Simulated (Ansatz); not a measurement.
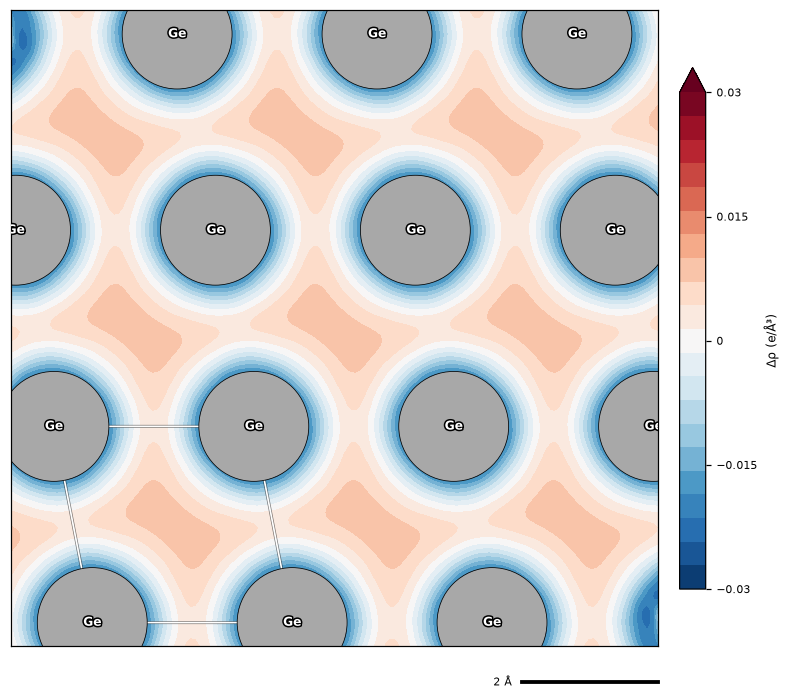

Ge. Difference of the valence pseudo-densities of two functionals at the same geometry, on the (001) plane of the calculation cell: one of BLYP and RPBE less the other.

Space group I4/mmm; a generated structure, not necessarily the stable one.

Both computed with Ansatz (plane waves, PAW), on the same k-point mesh. Grey discs cover the atomic cores.

```xyz
1
Lattice="-1.6084 1.6084 1.8732 1.6084 -1.6084 1.8732 1.6084 1.6084 -1.8732" Properties=species:S:1:pos:R:3 pbc="T T T"
Ge    0.0000    0.0000    1.8732
```

Which was subtracted from which, and what does the map show?

Answer. It is RPBE less BLYP. Against BLYP, RPBE gives less density around Ge (−0.011 e/Å³ on average at 1.0 Å from the nucleus) and more density in the space between the atoms (+0.006 e/Å³ on average).
